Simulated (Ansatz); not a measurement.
## Geometry relaxation of P (part 2 of 2)

Continued. System: P (R-3m, 2 atoms in the cell). Method: DFT with PBE, PAW plane waves, no spin polarisation (Ansatz 0.2.0); cutoff 420 eV, 9×9×9 k-mesh, Gaussian smearing of 0.0147 eV. The structure is a generated one, with these elements put on the sites of a known structure type; it need not be a known phase. It belongs to a series of runs on one base structure; here: semilocal partner.

Geometry of the input (Å; fractional positions):
```
1.7456  3.0235  0.0000
-1.7456  3.0235  0.0000
-1.7456  1.0078  3.2371
P  0.2275  0.5449  0.6826
P  0.7725  0.4551  0.3174
```

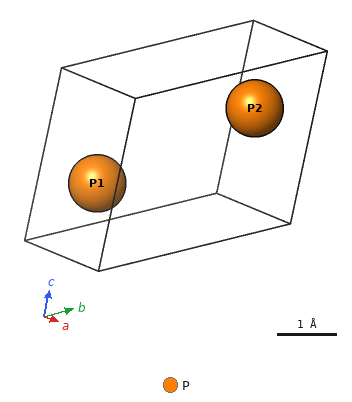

Fig. 1: The geometry at step 2 of the log (ball-and-stick view of the reduced cell, seen slightly off an axis; atoms are numbered from 1 in the order of the input).

What the program printed, continued
```
SCF iter   1: F=—  HF=-1511.223873 eV  |F-HF|=—  |Δ(HF+E_count)|=         —  Δρ=3.71e-3  dr2=2.30e-3  ethr=2.36e-5  ⟨swp⟩=2.8  Hψ=8506  notcnv=0
preconditioner: auto → none  [insulator: Δε(μ)=0.129 eV  Ē_g=11.319 eV  σ=0.015 eV  W_gap=0.55  n_scr=8 (ndim 8)  ℏωp=21.6 eV  f_vac=0.000  D(μ)=2.33/eV (n_scr^D=26)  ε∞_Penn≈4.6]
SCF iter   2: F=—  HF=-1511.224112 eV  |F-HF|=—  |Δ(HF+E_count)|=   2.39e-4  Δρ=1.90e-3  dr2=6.10e-4  ethr=2.30e-5  ⟨swp⟩=1.3  Hψ=799  notcnv=0
SCF iter   3: F=—  HF=-1511.224243 eV  |F-HF|=—  |Δ(HF+E_count)|=   1.31e-4  Δρ=5.40e-5  dr2=7.97e-7  ethr=6.10e-6  ⟨swp⟩=1.4  Hψ=811  notcnv=0
SCF iter   4: F=—  HF=-1511.224246 eV  |F-HF|=—  |Δ(HF+E_count)|=   3.05e-6  Δρ=1.41e-5  dr2=6.42e-8  ethr=7.97e-9  ⟨swp⟩=2.0  Hψ=1198  notcnv=0
iter 5 did not close the SCF: its close was put off for the readings that it lacked (scf_convergence_deferred on its scf_iter line)
SCF iter   5: F=-1511.224246 eV  HF=-1511.224246 eV  |F-HF|=1.60e-9  |Δ(HF+E_count)|=   1.40e-8  Δρ=4.55e-6  dr2=3.24e-9  ethr=6.42e-10  ⟨swp⟩=2.2  Hψ=1088  notcnv=0
SCF iter   6: F=-1511.224246 eV  HF=-1511.224246 eV  |F-HF|=1.26e-10  |Δ(HF+E_count)|=   2.22e-9  Δρ=8.67e-7  dr2=1.73e-10  ethr=3.24e-11  ⟨swp⟩=6.4  Hψ=5099  notcnv=0
SCF 3 converged in 6 iterations: F = -1511.224246 eV  dr2 = 1.73e-10
  greatest PAW one-centre occupation: 0.806 electrons in one spin orbital (limit 2), on the P atom at site 1 (counted from 0), in its partial waves of l = 0
relax step   3: F+E_penalty+E_count = -1511.22424634 eV  Δ(F+E_penalty+E_count) = +3.322e-2 eV  max|allowed force component| = 1.993e-1 eV/Å  Δτ_max = 0.0204 Å  P = +5.793 GPa  Ω = 29.675 Å³  energy of the carried Pulay correction = +6.548e-4 eV  (6 SCF iters, dr2 threshold 2.00e-7 eV, accepted)
Crystal: 2 atoms, lattice volume = 29.546 Å³
iter 1 solved again at ethr=2.76e-6 eV; its pass at ethr=3.10e-3 eV (dr2=2.76e-4 eV) is discarded
SCF iter   1: F=—  HF=-1511.223265 eV  |F-HF|=—  |Δ(HF+E_count)|=         —  Δρ=1.28e-3  dr2=2.73e-4  ethr=2.76e-6  ⟨swp⟩=2.6  Hψ=7490  notcnv=0
preconditioner: auto → none  [insulator: Δε(μ)=0.042 eV  Ē_g=11.324 eV  σ=0.015 eV  W_gap=0.67  n_scr=8 (ndim 8)  ℏωp=21.6 eV  f_vac=0.000  D(μ)=1.15/eV (n_scr^D=14)  ε∞_Penn≈4.6]
SCF iter   2: F=—  HF=-1511.223224 eV  |F-HF|=—  |Δ(HF+E_count)|=   4.08e-5  Δρ=5.70e-4  dr2=4.62e-5  ethr=2.73e-6  ⟨swp⟩=1.5  Hψ=912  notcnv=0
SCF iter   3: F=—  HF=-1511.223223 eV  |F-HF|=—  |Δ(HF+E_count)|=   5.65e-7  Δρ=7.80e-5  dr2=1.00e-6  ethr=4.62e-7  ⟨swp⟩=1.0  Hψ=776  notcnv=0
iter 4 did not close the SCF: its close was put off for the readings that it lacked (scf_convergence_deferred on its scf_iter line)
SCF iter   4: F=-1511.223223 eV  HF=-1511.223223 eV  |F-HF|=1.96e-9  |Δ(HF+E_count)|=   6.92e-8  Δρ=7.41e-6  dr2=9.87e-9  ethr=1.00e-8  ⟨swp⟩=2.3  Hψ=1143  notcnv=0
iter 5 did not close the SCF: its close was put off for the readings that it lacked (scf_convergence_deferred on its scf_iter line)
SCF iter   5: F=-1511.223223 eV  HF=-1511.223223 eV  |F-HF|=1.29e-10  |Δ(HF+E_count)|=   3.63e-9  Δρ=1.19e-6  dr2=2.08e-10  ethr=9.87e-11  ⟨swp⟩=2.4  Hψ=1187  notcnv=0
SCF iter   6: F=-1511.223223 eV  HF=-1511.223223 eV  |F-HF|=1.36e-12  |Δ(HF+E_count)|=  1.48e-10  Δρ=1.08e-7  dr2=3.63e-12  ethr=2.08e-12  ⟨swp⟩=5.4  Hψ=4782  notcnv=0
SCF 4 converged in 6 iterations: F = -1511.223223 eV  dr2 = 3.63e-12
relax step   4: F+E_penalty+E_count = -1511.22322327 eV  Δ(F+E_penalty+E_count) = +1.023e-3 eV  max|allowed force component| = 5.768e-2 eV/Å  Δτ_max = 0.0136 Å  P = +5.694 GPa  Ω = 29.546 Å³  energy of the carried Pulay correction = +6.750e-4 eV  (6 SCF iters, dr2 threshold 2.00e-7 eV, accepted)
Crystal: 2 atoms, lattice volume = 29.927 Å³
Basis set: ecut = 420 eV, 573 PW (Γ), exchange–correlation on 48×48×54 points (8 copies of the dense FFT grid, shifted against one another)
iter 1 solved again at ethr=2.75e-6 eV; its pass at ethr=3.10e-3 eV (dr2=2.75e-4 eV) is discarded
SCF iter   1: F=—  HF=-1511.233169 eV  |F-HF|=—  |Δ(HF+E_count)|=         —  Δρ=1.13e-3  dr2=2.82e-4  ethr=2.75e-6  ⟨swp⟩=2.4  Hψ=7462  notcnv=0
preconditioner: auto → none  [insulator: Δε(μ)=0.115 eV  Ē_g=11.229 eV  σ=0.015 eV  W_gap=0.67  n_scr=8 (ndim 8)  ℏωp=21.5 eV  f_vac=0.000  D(μ)=1.15/eV (n_scr^D=14)  ε∞_Penn≈4.7]
SCF iter   2: F=—  HF=-1511.233153 eV  |F-HF|=—  |Δ(HF+E_count)|=   1.62e-5  Δρ=5.50e-4  dr2=5.60e-5  ethr=2.75e-6  ⟨swp⟩=1.1  Hψ=782  notcnv=0
SCF iter   3: F=—  HF=-1511.233160 eV  |F-HF|=—  |Δ(HF+E_count)|=   7.39e-6  Δρ=6.42e-5  dr2=1.12e-6  ethr=5.60e-7  ⟨swp⟩=1.1  Hψ=807  notcnv=0
iter 4 did not close the SCF: its close was put off for the readings that it lacked (scf_convergence_deferred on its scf_iter line)
SCF iter   4: F=-1511.233160 eV  HF=-1511.233160 eV  |F-HF|=5.64e-9  |Δ(HF+E_count)|=   5.42e-8  Δρ=9.46e-6  dr2=1.56e-8  ethr=1.12e-8  ⟨swp⟩=2.4  Hψ=1122  notcnv=0
iter 5 did not close the SCF: its close was put off for the readings that it lacked (scf_convergence_deferred on its scf_iter line)
SCF iter   5: F=-1511.233160 eV  HF=-1511.233160 eV  |F-HF|=3.89e-10  |Δ(HF+E_count)|=   8.52e-9  Δρ=1.61e-6  dr2=3.20e-10  ethr=1.56e-10  ⟨swp⟩=2.5  Hψ=1173  notcnv=0
SCF iter   6: F=-1511.233160 eV  HF=-1511.233160 eV  |F-HF|=1.36e-12  |Δ(HF+E_count)|=  4.37e-10  Δρ=9.53e-8  dr2=1.70e-12  ethr=3.20e-12  ⟨swp⟩=5.9  Hψ=4937  notcnv=0
SCF 5 converged in 6 iterations: F = -1511.233160 eV  dr2 = 1.70e-12
  greatest PAW one-centre occupation: 0.807 electrons in one spin orbital (limit 2), on the P atom at site 1 (counted from 0), in its partial waves of l = 0
relax step   5: F+E_penalty+E_count = -1511.23316007 eV  Δ(F+E_penalty+E_count) = -9.937e-3 eV  max|allowed force component| = 1.369e-1 eV/Å  Δτ_max = 0.0043 Å  P = +4.100 GPa  Ω = 29.927 Å³  energy of the carried Pulay correction = +6.157e-4 eV  (6 SCF iters, dr2 threshold 2.00e-7 eV, rejected (line search))
Crystal: 2 atoms, lattice volume = 29.747 Å³
iter 1 solved again at ethr=1.12e-6 eV; its pass at ethr=3.10e-3 eV (dr2=1.12e-4 eV) is discarded
SCF iter   1: F=—  HF=-1511.230036 eV  |F-HF|=—  |Δ(HF+E_count)|=         —  Δρ=7.37e-4  dr2=1.20e-4  ethr=1.12e-6  ⟨swp⟩=2.5  Hψ=7411  notcnv=0
preconditioner: auto → none  [insulator: Δε(μ)=0.092 eV  Ē_g=11.277 eV  σ=0.015 eV  W_gap=0.67  n_scr=8 (ndim 8)  ℏωp=21.5 eV  f_vac=0.000  D(μ)=1.15/eV (n_scr^D=14)  ε∞_Penn≈4.6]
SCF iter   2: F=—  HF=-1511.230020 eV  |F-HF|=—  |Δ(HF+E_count)|=   1.58e-5  Δρ=3.43e-4  dr2=2.05e-5  ethr=1.12e-6  ⟨swp⟩=1.8  Hψ=989  notcnv=0
SCF iter   3: F=—  HF=-1511.230022 eV  |F-HF|=—  |Δ(HF+E_count)|=   2.35e-6  Δρ=5.09e-5  dr2=5.12e-7  ethr=2.05e-7  ⟨swp⟩=1.0  Hψ=765  notcnv=0
SCF iter   4: F=—  HF=-1511.230022 eV  |F-HF|=—  |Δ(HF+E_count)|=   3.51e-8  Δρ=6.18e-6  dr2=6.06e-9  ethr=5.12e-9  ⟨swp⟩=2.4  Hψ=1159  notcnv=0
SCF iter   5: F=—  HF=-1511.230022 eV  |F-HF|=—  |Δ(HF+E_count)|=   3.46e-9  Δρ=8.50e-7  dr2=9.20e-11  ethr=6.06e-11  ⟨swp⟩=2.6  Hψ=1189  notcnv=0
SCF iter   6: F=-1511.230022 eV  HF=-1511.230022 eV  |F-HF|=1.14e-12  |Δ(HF+E_count)|=  1.13e-10  Δρ=5.55e-8  dr2=9.14e-13  ethr=1.00e-12  ⟨swp⟩=7.3  Hψ=4306  notcnv=0
SCF 6 converged in 6 iterations: F = -1511.230022 eV  dr2 = 9.14e-13
relax step   6: F+E_penalty+E_count = -1511.23002215 eV  Δ(F+E_penalty+E_count) = -6.799e-3 eV  max|allowed force component| = 3.045e-3 eV/Å  Δτ_max = 0.0001 Å  P = +4.945 GPa  Ω = 29.747 Å³  energy of the carried Pulay correction = +6.436e-4 eV  (6 SCF iters, accepted)
Crystal: 2 atoms, lattice volume = 29.718 Å³
iter 1 solved again at ethr=2.06e-8 eV; its pass at ethr=3.10e-3 eV (dr2=2.06e-6 eV) is discarded
SCF iter   1: F=—  HF=-1511.229186 eV  |F-HF|=—  |Δ(HF+E_count)|=         —  Δρ=1.05e-4  dr2=2.12e-6  ethr=2.06e-8  ⟨swp⟩=3.3  Hψ=7090  notcnv=0
preconditioner: auto → none  [insulator: Δε(μ)=0.075 eV  Ē_g=11.283 eV  σ=0.015 eV  W_gap=0.67  n_scr=8 (ndim 8)  ℏωp=21.5 eV  f_vac=0.000  D(μ)=1.15/eV (n_scr^D=14)  ε∞_Penn≈4.6]
SCF iter   2: F=—  HF=-1511.229187 eV  |F-HF|=—  |Δ(HF+E_count)|=   1.39e-6  Δρ=5.31e-5  dr2=4.32e-7  ethr=2.06e-8  ⟨swp⟩=1.2  Hψ=824  notcnv=0
iter 3 did not close the SCF: its close was put off for the readings that it lacked (scf_convergence_deferred on its scf_iter line)
SCF iter   3: F=-1511.229187 eV  HF=-1511.229187 eV  |F-HF|=1.50e-9  |Δ(HF+E_count)|=   1.07e-7  Δρ=6.58e-6  dr2=1.16e-8  ethr=4.32e-9  ⟨swp⟩=1.2  Hψ=783  notcnv=0
iter 4 did not close the SCF: its close was put off for the readings that it lacked (scf_convergence_deferred on its scf_iter line)
SCF iter   4: F=-1511.229187 eV  HF=-1511.229187 eV  |F-HF|=3.18e-12  |Δ(HF+E_count)|=  1.77e-11  Δρ=6.27e-7  dr2=7.16e-11  ethr=1.16e-10  ⟨swp⟩=2.4  Hψ=1157  notcnv=0
iter 5 did not close the SCF: its close was put off for the readings that it lacked (scf_convergence_deferred on its scf_iter line)
SCF iter   5: F=-1511.229187 eV  HF=-1511.229187 eV  |F-HF|=2.27e-13  |Δ(HF+E_count)|=  2.02e-11  Δρ=1.17e-7  dr2=1.75e-12  ethr=1.00e-12  ⟨swp⟩=2.4  Hψ=1192  notcnv=0
SCF iter   6: F=-1511.229187 eV  HF=-1511.229187 eV  |F-HF|=9.09e-13  |Δ(HF+E_count)|=  1.14e-12  Δρ=7.62e-9  dr2=1.28e-14  ethr=1.00e-12  ⟨swp⟩=5.0  Hψ=4031  notcnv=0
SCF 7 converged in 6 iterations: F = -1511.229187 eV  dr2 = 1.28e-14
relax step   7: F+E_penalty+E_count = -1511.22918709 eV  Δ(F+E_penalty+E_count) = +8.351e-4 eV  max|allowed force component| = 3.206e-3 eV/Å  Δτ_max = 0.0005 Å  P = +5.005 GPa  Ω = 29.718 Å³  energy of the carried Pulay correction = +6.480e-4 eV  (6 SCF iters, dr2 threshold 2.00e-7 eV, accepted)
Basis set: ecut = 420 eV, 561 PW (Γ), exchange–correlation on 48×48×48 points (8 copies of the dense FFT grid, shifted against one another)
Initial wavefunctions: pseudopotential atomic-orbital guess (no wavefunctions were taken with the density)
iter 1 solved again at ethr=1.81e-7 eV; its pass at ethr=3.10e-3 eV (dr2=1.81e-5 eV) is discarded
SCF iter   1: F=—  HF=-1511.228894 eV  |F-HF|=—  |Δ(HF+E_count)|=         —  Δρ=5.35e-5  dr2=7.30e-8  ethr=1.81e-7  ⟨swp⟩=3.1  Hψ=9184  notcnv=0
SCF iter   2: F=—  HF=-1511.228896 eV  |F-HF|=—  |Δ(HF+E_count)|=   2.00e-6  Δρ=2.73e-5  dr2=1.90e-8  ethr=7.30e-10  ⟨swp⟩=2.6  Hψ=1206  notcnv=0
SCF iter   3: F=—  HF=-1511.228896 eV  |F-HF|=—  |Δ(HF+E_count)|=   2.17e-7  Δρ=4.26e-7  dr2=2.63e-11  ethr=1.90e-10  ⟨swp⟩=2.0  Hψ=1203  notcnv=0
iter 4 did not close the SCF: its close was put off for the readings that it lacked (scf_convergence_deferred on its scf_iter line)
SCF iter   4: F=-1511.228896 eV  HF=-1511.228896 eV  |F-HF|=4.32e-12  |Δ(HF+E_count)|=  1.89e-11  Δρ=1.48e-7  dr2=1.61e-12  ethr=1.00e-12  ⟨swp⟩=1.7  Hψ=918  notcnv=0
iter 5 did not close the SCF: its close was put off for the readings that it lacked (scf_convergence_deferred on its scf_iter line)
SCF iter   5: F=-1511.228896 eV  HF=-1511.228896 eV  |F-HF|=9.09e-13  |Δ(HF+E_count)|=  4.55e-12  Δρ=2.83e-8  dr2=9.26e-14  ethr=1.00e-12  ⟨swp⟩=1.0  Hψ=767  notcnv=0
iter 6 did not close the SCF: its close was put off for the readings that it lacked (scf_convergence_deferred on its scf_iter line)
SCF iter   6: F=-1511.228896 eV  HF=-1511.228896 eV  |F-HF|=1.36e-12  |Δ(HF+E_count)|=  4.55e-13  Δρ=1.67e-9  dr2=6.28e-16  ethr=1.00e-12  ⟨swp⟩=1.0  Hψ=769  notcnv=0
iter 7 did not close the SCF: its close was put off for the readings that it lacked (scf_convergence_deferred on its scf_iter line)
SCF iter   7: F=-1511.228896 eV  HF=-1511.228896 eV  |F-HF|=0.00e0  |Δ(HF+E_count)|=  4.55e-13  Δρ=3.35e-10  dr2=4.52e-17  ethr=1.00e-12  ⟨swp⟩=1.0  Hψ=769  notcnv=0
SCF iter   8: F=-1511.228896 eV  HF=-1511.228896 eV  |F-HF|=0.00e0  |Δ(HF+E_count)|=  4.55e-13  Δρ=5.71e-11  dr2=5.49e-19  ethr=1.00e-12  ⟨swp⟩=2.9  Hψ=3143  notcnv=0
SCF 8 converged in 8 iterations: F = -1511.228896 eV  dr2 = 5.49e-19
relax step   8: F+E_penalty+E_count = -1511.22889643 eV  Δ(F+E_penalty+E_count) = +2.907e-4 eV  max|allowed force component| = 3.324e-3 eV/Å  Δτ_max = 0.0000 Å  P = +4.990 GPa  Ω = 29.718 Å³  stress off target by 1.82e-2 GPa  SCF on the basis re-selected at this cell (its energy is not comparable with the rows above)  (8 SCF iters)
basis re-selected at this cell: Δ(F+E_penalty+E_count) = +2.907e-4 eV, ΔP = -0.015 GPa vs the last step (what re-selecting the basis moved, of the pressure what is left beyond the Pulay correction that the steps carried, after the strain that the cell walked since its last selection, with what the two solves' SCF thresholds leave and, on support functions, any second-order correction that the steps lacked; it is no measure of the basis error at this ecutwfc). The dense FFT grid was sized anew with the basis: this SCF ran on 24×24×24 points, the steps before it on 24×24×27, so part of this shift can come from that change (see relax.cell in the input reference). This SCF's stress stands 1.82e-2 GPa from its target on what of the cell is left free (relax.cell.stress_tol is 5.00e-2 GPa) and its largest allowed force component is 3.32e-3 eV/Å (relax.f_tol is 3.00e-2 eV/Å): within both
SCF converged after 8 iterations
Free energy (F): -1511.228896 eV
Harris-Foulkes:  -1511.228896 eV  (|F-HF|=0.00e0)
Internal energy: -1511.228772 eV  (E = F + TS)
E sigma→0 (E₀):  -1511.228834 eV
Entropy (-TS):   -0.000124 eV (-0.062 meV/atom)
Fermi energy:    11.276166 eV
--- Per-component energies (eV) ---
  E_band       = 39.731981
  E_kinetic    = 143.370340
  E_local      = -58.884832  (includes V_loc(G=0)·N_el)
  E_nonlocal   = 67.163033
  E_hartree    = 13.283899
  E_xc         = -124.362716
  E_vxc        = -123.534587  (∫ρ·V_xc dr)
  E_paw        = -1138.527912  (= ΣΔE_a)
  E_vpaw       = -14.949777  (= ΣTr[D̂ρ^β])
  E_aug_tail   = 0.000007  (compensation charges beyond the density's cutoff)
  E_ewald      = -413.270591
  E_smearing   = -0.000124  (= −TS)
  E_closure    = 0.000000  (closes the sum)
  Σ components = -1511.228896   (vs F -1511.228896, Δ=0.00e0)
--- Forces (eV/Å), atoms counted from 1 ---
  atom   1  P      0.00000000    -0.00000000     0.00332420
  atom   2  P     -0.00000000     0.00000000    -0.00332420
  max |Σ_I F_I| component: 4.34e-19 eV/Å
--- Stress (GPa, compression-positive) ---
        4.994290       0.000000       0.000000
        0.000000       4.994290       0.000000
        0.000000       0.000000       4.981777
  P = ⅓ Tr σ = 4.9901 GPa (49.901 kbar)
--- Band table (eV; the first three rows and the last of 85) ---
  k-point 0: bands = ["-5.7084", "8.3516", "8.4978", "8.4978", "8.8053", "13.4703", "14.5449", "14.5449", "16.6714"]
  k-point 1: bands = ["-5.5227", "6.1531", "8.4757", "8.4757", "10.5525", "13.6109", "13.9071", "13.9071", "16.4709"]
  k-point 2: bands = ["-4.9744", "3.7404", "8.4584", "8.4584", "11.4489", "12.5800", "12.5800", "13.9723", "17.3645"]
  k-point 84: bands = ["-0.7754", "-0.4116", "3.6404", "5.6117", "9.1660", "12.3266", "16.6421", "17.1806", "17.9779"]
--- Relaxed structure (7 steps of the walk, 6 accepted, 1 SCFs on fresh bases) ---
  F+E_penalty+E_count = -1511.22889643 eV   max|allowed force component| = 3.324e-3 eV/Å   (the final SCF, on the basis selected at the relaxed cell)
  cell:  # Å, volume = 29.7184 Å³
    - [1.7102822935329236, 2.9622958276842, 1.2201573850562744e-6]
    - [-1.7102822935329236, 2.9622958276842, 1.2201573848469393e-6]
    - [-1.7102822935329234, 0.9874307345075355, 2.9329113300586434]
  atoms:
    - { symbol: P, position: [0.23380623720701113, 0.5323875255859774, 0.7014187116210336] }
    - { symbol: P, position: [0.7661937627929891, 0.46761247441402215, 0.2985812883789667] }
--- Löwdin populations: 2 sites ---
  site symbol       q [e]
     0      P      4.9171
     1      P      4.9171
  spilling = 0.016578 (of n_electrons = 10.000000)
--- Bader charges: 2 sites ---
  site symbol  charge [e]  shift [e]
     0      P      0.0000     0.0000
     1      P      0.0000     0.0000
  estimated error of the sums over rays = 2.4e-4 e
```

Trajectory as extended XYZ (Å, eV, eV/Å), 8 frames, from step=1 to step=8
```
2
Lattice="1.7456 3.0235 0.0000 -1.7456 3.0235 0.0000 -1.7456 1.0078 3.2371" Properties=species:S:1:pos:R:3:forces:R:3 step=1 energy=-1511.25071 pressure_GPa=-2.71
P    -1.7456    3.0235    2.2097    0.0000   0.0000  -0.3035
P     0.0000    4.0314    1.0274    0.0000   0.0000   0.3035
2
Lattice="1.7136 2.9680 0.0000 -1.7136 2.9680 0.0000 -1.7136 0.9893 3.0794" Properties=species:S:1:pos:R:3:forces:R:3 step=2 energy=-1511.25747 pressure_GPa=2.71
P    -1.7136    2.9680    2.1273    0.0000   0.0000  -0.0579
P     0.0000    3.9573    0.9521    0.0000   0.0000   0.0579
2
Lattice="1.7124 2.9660 0.0000 -1.7124 2.9660 0.0000 -1.7124 0.9887 2.9214" Properties=species:S:1:pos:R:3:forces:R:3 step=3 energy=-1511.22425 pressure_GPa=5.79
P    -1.7124    2.9660    2.0365    0.0000   0.0000   0.1993
P     0.0000    3.9546    0.8849    0.0000   0.0000  -0.1993
2
Lattice="1.7097 2.9612 0.0000 -1.7097 2.9612 0.0000 -1.7097 0.9871 2.9180" Properties=species:S:1:pos:R:3:forces:R:3 step=4 energy=-1511.22322 pressure_GPa=5.69
P    -1.7097    2.9612    2.0464    0.0000   0.0000   0.0577
P     0.0000    3.9483    0.8716    0.0000   0.0000  -0.0577
2
Lattice="1.7078 2.9580 0.0000 -1.7078 2.9580 0.0000 -1.7078 0.9860 2.9620" Properties=species:S:1:pos:R:3:forces:R:3 step=5 energy=-1511.23316 pressure_GPa=4.10 accepted=F
P    -1.7078    2.9580    2.0811    0.0000   0.0000  -0.1369
P     0.0000    3.9441    0.8809    0.0000   0.0000   0.1369
2
Lattice="1.7095 2.9609 0.0000 -1.7095 2.9609 0.0000 -1.7095 0.9870 2.9385" Properties=species:S:1:pos:R:3:forces:R:3 step=6 energy=-1511.23002 pressure_GPa=4.95
P    -1.7095    2.9609    2.0607    0.0000   0.0000  -0.0030
P     0.0000    3.9479    0.8778    0.0000   0.0000   0.0030
2
Lattice="1.7103 2.9623 0.0000 -1.7103 2.9623 0.0000 -1.7103 0.9874 2.9329" Properties=species:S:1:pos:R:3:forces:R:3 step=7 energy=-1511.22919 pressure_GPa=5.01
P    -1.7103    2.9623    2.0572    0.0000   0.0000   0.0032
P     0.0000    3.9497    0.8757    0.0000   0.0000  -0.0032
2
Lattice="1.7103 2.9623 0.0000 -1.7103 2.9623 0.0000 -1.7103 0.9874 2.9329" Properties=species:S:1:pos:R:3:forces:R:3 step=8 energy=-1511.22890 pressure_GPa=4.99
P    -1.7103    2.9623    2.0572    0.0000   0.0000   0.0033
P     0.0000    3.9497    0.8757    0.0000   0.0000  -0.0033
```

Results in brief

| quantity | value |
| --- | --- |
| outcome | converged |
| space group (tolerance 0.01 Å) | R-3m (166) |
| electrons treated | 10 |
| free energy | −1511.2289 eV |
| Fermi energy | 11.276 eV |
| pressure | 4.99 GPa |
| final volume | 29.72 Å³ |
| electronic character | metal |
| largest force (length of the vector) at the end | 0.003 eV/Å |
| final cell | a = 3.421 Å, b = 3.421 Å, c = 3.536 Å, α = 61.07°, β = 90.00°, γ = 60.00° |
| hardware | 2 threads of Arm Neoverse N1, 98 GiB of memory available, shared host |
| wall time | 27 s (CPU time 52 s) |
| peak memory | 0.33 GiB |

Remarks

Warnings of the run: the structure was made exactly symmetric.
